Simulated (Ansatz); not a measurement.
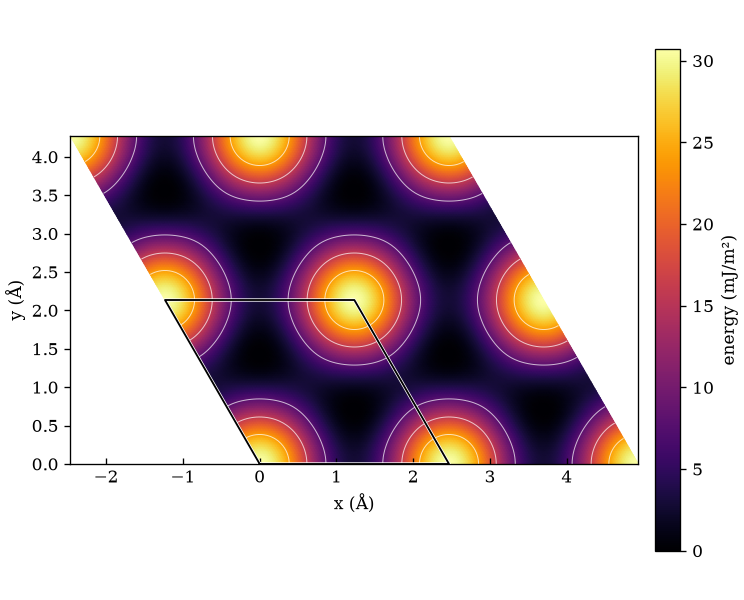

A bilayer of two C sheets of the honeycomb type (4 atoms in the cell). 
- The upper layer of a bilayer is slid over the lower one; relaxed at each slide: nothing; the origin of the map has C3 above C1; the distance between the facing planes is held at 3.56 Å.
- Places are given modulo a cell vector. The map is drawn in real space over the plane of the slide.
- The scan uses a 6 × 6 grid; 7 points were computed and 29 follow by symmetry.
- Energies are in mJ/m², from the lowest grid point.
- At a held distance the lowest stacking need not be the one that binds best once the distance relaxes.
- These are results of DFT PBE+D3(BJ), scalar-relativistic, plane waves, PAW (Ansatz), not measurements. Settings: cutoff 420 eV, k-mesh 15×15×1, gaussian smearing 0.1 eV, no spin polarisation.

The picture shows a smooth colour map with a few white contour lines, the outline of one cell of the 2 × 2 shown. Between grid points the surface is interpolated.

The lowest grid point is at (2/6, 4/6) of the cell vectors; the map holds 2 wells of about this depth. No other kind of well shows on this grid. The highest grid point, (0/6, 0/6) of the cell vectors, lies 30.7 mJ/m² above the lowest. On the interpolated surface the easiest way out of the lowest well to a well of about the same depth near (4/6, 2/6) of the cell vectors passes a barrier of about 2.9 mJ/m². Facing atoms of the upper layer at the lowest point: C above C, C above a hollow; at the highest: C above C.

The scan is repeated with another setting: the distance between the facing planes is held at 3.06 Å; all else is set up alike.

Q: What does this change do to the map?

A: The lowest place stays at (2/6, 4/6) of the cell vectors. The span from the lowest to the highest grid point grows from 30.7 to 197.2 mJ/m². The easiest pass out of the lowest well goes from about 2.9 to about 19 mJ/m² on the interpolated surfaces. Closer layers feel more of the short-range repulsion between facing atoms, which depends on the stacking. In the new map: facing atoms of the upper layer at the lowest point: C above C, C above a hollow; at the highest: C above C.

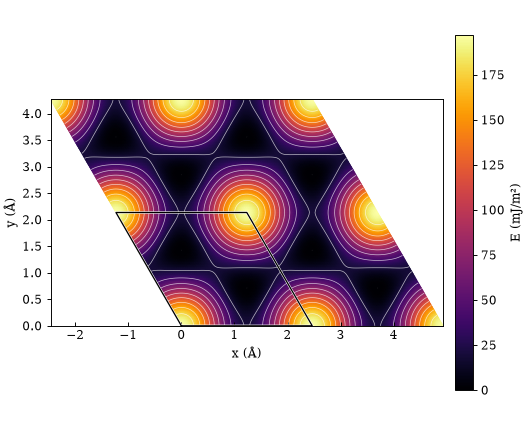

The map after the change, on a colour scale of its own. In the figure: a smooth colour map with a few white contour lines, the outline of one cell of the 2 × 2 shown. Between grid points the surface is interpolated.
